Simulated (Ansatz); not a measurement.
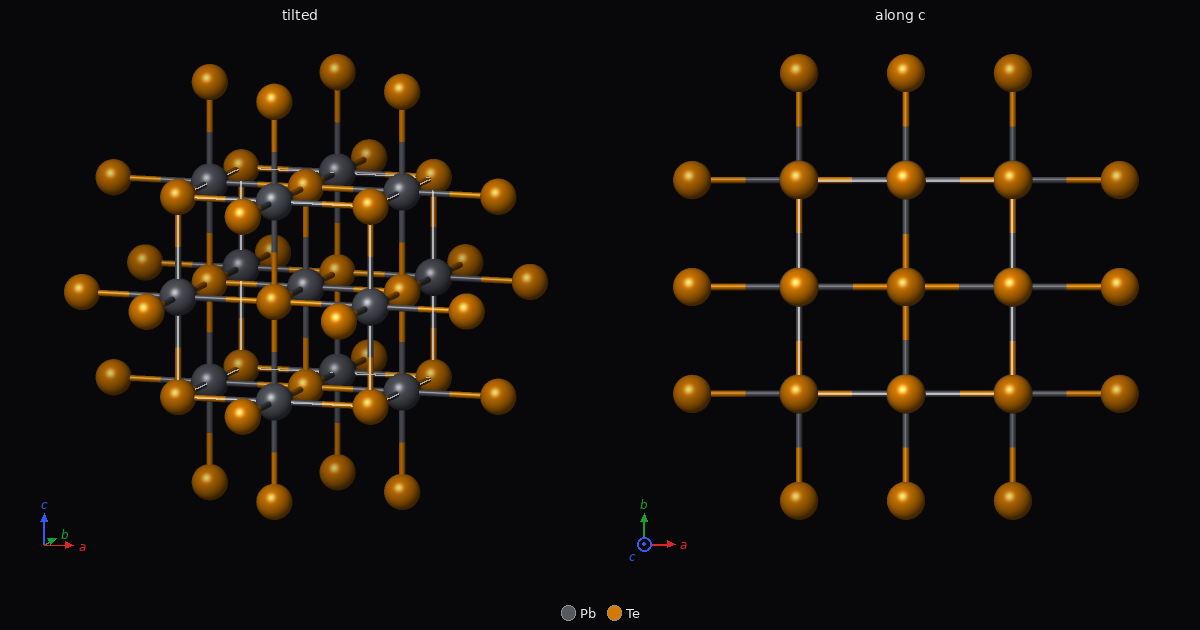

View slightly off an axis and along the c axis, drawn as a ball-and-stick model. Atoms at the boundary of the conventional unit cell (the box) are drawn once for each face, edge or corner they touch. Some neighbours outside the box are added.

Edges and angles: a = 6.45 Å, b = 6.45 Å, c = 6.45 Å, α = 90.00°, β = 90.00°, γ = 90.00°.

The composition is TePb.

**Which of the Bravais lattices applies?**

Face-centred cubic.

**Identify the space group.**

Fm-3m (No. 225), with Pb on 4b and Te on 4a.

**What structure family is shown?**

Rock salt (NaCl type).

**Which atoms are bonded to Pb?**

Six Te in an octahedral arrangement at about 3.2 Å.

**Is the bonded network molecular, chain-like, layered or three-dimensional?**

The bonds build a three-dimensional framework.

Origin of the cell: a structure type known for this compound. Earlier steps of the study may have refined or changed the cell and positions. A calculation with Ansatz used it as input.
